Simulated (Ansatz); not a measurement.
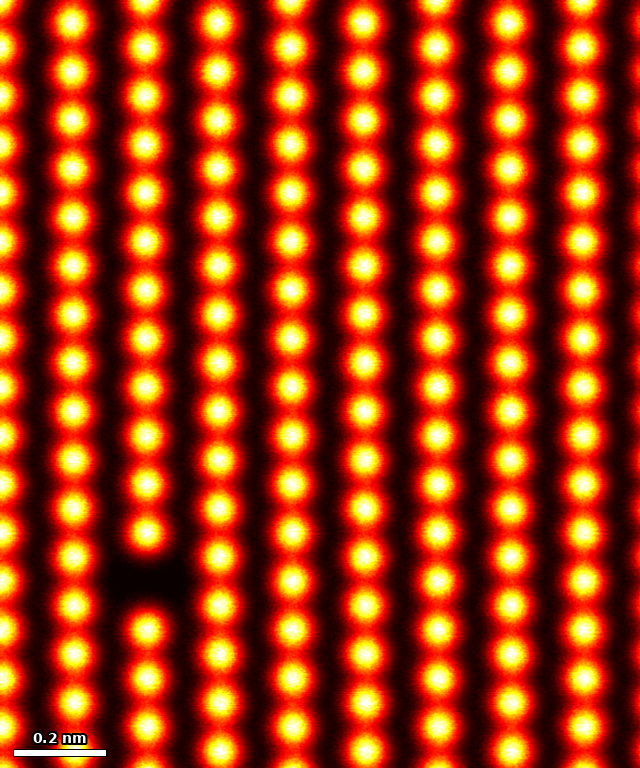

Dark-field STEM-like image of Mn (Pm-3m, No. 221) along [221]. Simulation: incoherent imaging, intensity Z^1.8 per atom, probe width 0.71 Å, thin sample. Shot noise and a slight drift were added.

The sample is 1 repeat (6.8 Å) thick. One point defect was put into the perfect crystal, without relaxing the atoms around it. Brightness is counted from the darkest point of the image. Host structure: the input geometry of an electronic-structure calculation (not necessarily at equilibrium); the starting structure was generated, so it need not be a known form of this composition.

Where is the defect (in Å from the left and the top edge), and what does its contrast suggest?

At about 3 Å from the left and 13 Å from the top. The column has all but vanished there, which points to a vacancy or a much lighter atom. The column holds 1 atom (Mn) through the sample, and one Mn atom is missing, so its peak vanishes.
